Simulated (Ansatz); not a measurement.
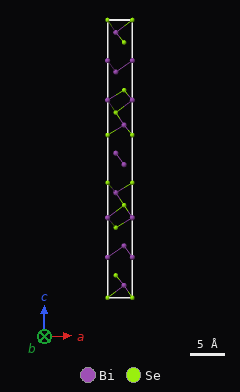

Starting structure of crystalline Bi₄Se₃ (built on the database_166 type). A ball-and-stick model of the conventional cell (3 times the calculation's cell), seen along the b axis. Lengths and directions refer to the drawn axes.

Case: structure reported for this formula (R-3m, No. 166).

All numbers below come from DFT r2SCAN, scalar-relativistic, plane waves, PAW in Ansatz.

Input file:
```yaml
crystal:
  lattice:
    - [2.1434536071, 1.2375235171, 13.890522607]
    - [-2.1434536071, 1.2375235171, 13.890522607]
    - [0.0, -2.4750470342, 13.890522607]
  atoms:
    - { symbol: Bi, position: [0.146139521, 0.146139521, 0.146139521] }
    - { symbol: Bi, position: [0.853860479, 0.853860479, 0.853860479] }
    - { symbol: Bi, position: [0.2884211542, 0.2884211542, 0.2884211542] }
    - { symbol: Bi, position: [0.7115788458, 0.7115788458, 0.7115788458] }
    - { symbol: Se, position: [0.4141677044, 0.4141677044, 0.4141677044] }
    - { symbol: Se, position: [0.5858322956, 0.5858322956, 0.5858322956] }
    - { symbol: Se, position: [0.0, 0.0, 0.0] }
basis:
  ecutwfc: 500
kpoints:
  mp_grid: { grid: [12, 12, 12] }
hamiltonian:
  xc: r2scan
scf:
  occupations: { method: gaussian, width: 0.01 }
output:
  forces: true
  stress: true
  eigenvalues: true
relax:
  adjacent_minimum: "off"
  f_tol: 0.01
  max_steps: 80
  cell: { stress_tol: 0.05 }
```

Run as
```bash
ansatz run input.yaml --threads 4 --pin off --max-ram 10240MiB --backend cpu --events-out ev --progress --plain --runs-dir out
```

Question: Predict the outcome.

Answer: After 4 accepted moves (5 points after the start) the energy has fallen by 0.1 meV per atom. Largest force component: 0.036 eV/Å at the start, 0.0074 eV/Å at the end. Pressure: 0.02 GPa at the start and 0.00 GPa at the end. The SCF was repeated once at an unchanged geometry on a basis and grid sized afresh for the cell, which shifted the energy by less than 0.05 meV per atom at most. The largest moves relative to the cell, 0.019 Å, are those of Se5 and Se6. Se6 goes along +c. By element the largest moves are Se 0.019 Å, Bi 0.014 Å. The volume changes by +0.4 %, with a = b 4.287 → 4.280 Å (−0.2 %), c 41.672 → 41.975 Å (+0.7 %). The space group stays R-3m (No. 166).
